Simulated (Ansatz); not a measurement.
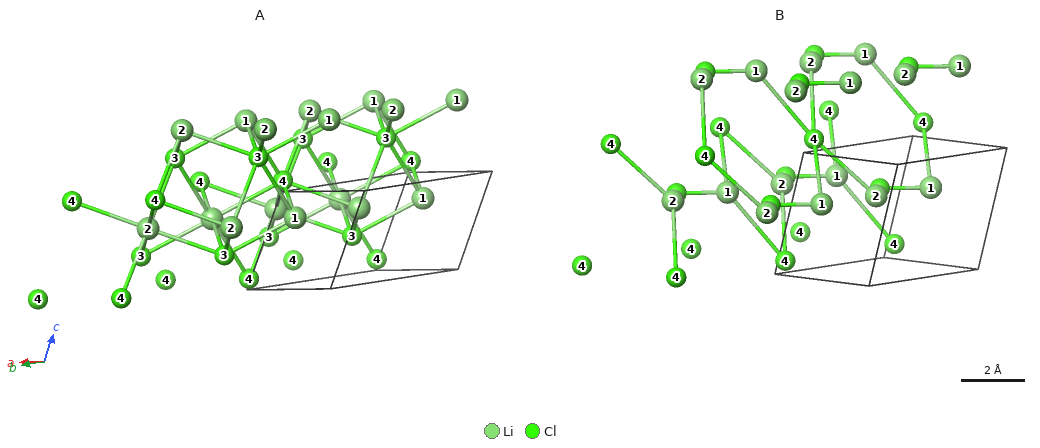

Two geometries of solid LiCl (built on the random type) (coarse preliminary run), drawn at one scale. One is the start of a relaxation, the other its converged end. A ball-and-stick model of the cell of the calculation, repeated 2 × 2 × 2 with one cell outlined, seen from a free direction.

The calculation used Ansatz, DFT PBE, scalar-relativistic, plane waves, PAW. (plane-wave cutoff 420 eV; k-point mesh 4 × 4 × 4; occupations gaussian; smearing width 0.1 eV; no spin polarisation; cell and atoms relaxed; force threshold 0.04 eV/Å; at most 70 steps)

### Which of the two is the end point?

Structure A is the relaxed one. Case: random cell with space group Pm (No. 6). The largest move relative to the cell is that of Cl3, 0.83 Å along −c. Largest moves by element: Cl 0.83 Å, Li 0.54 Å. Cell: a 4.055 → 3.607 Å (−11.0 %), b 5.179 → 6.063 Å (+17.1 %), c 4.217 → 3.609 Å (−14.4 %), β 107.1° → 119.9°. Volume −19.2 %. Among the contacts that change: Li1–Cl3 4.251 → 2.590 Å, Li1–Cl3 (another image) 1.649 → 2.564 Å, Li1–Cl4 3.391 → 2.578 Å, Li1–Cl3 (another image) 3.298 → 2.577 Å. New bonds form: Li1–Cl3 (3.30 → 2.58 Å), Li1–Cl3 (4.25 → 2.59 Å), Li1–Cl4 (3.39 → 2.58 Å), Li2–Cl3 (3.30 → 2.58 Å). Bond angles that change, for instance: Li1–Cl4–Li2 171.9° → 132.5°, Cl3–Li1–Cl4 129.9° → 91.4°, Cl4–Li1–Cl4 123.9° → 89.1°. The space group stays Pm (No. 6). After 7 accepted moves (8 points after the start) the energy has fallen by 4.694 eV per cell of the calculation. Largest force component: 9.8 eV/Å at the start, 0.012 eV/Å at the end. The pressure goes from 16.71 to −0.04 GPa. The SCF was repeated once at an unchanged geometry on a basis and grid sized afresh for the cell, which shifted the energy by 1.0 meV per cell of the calculation at most.
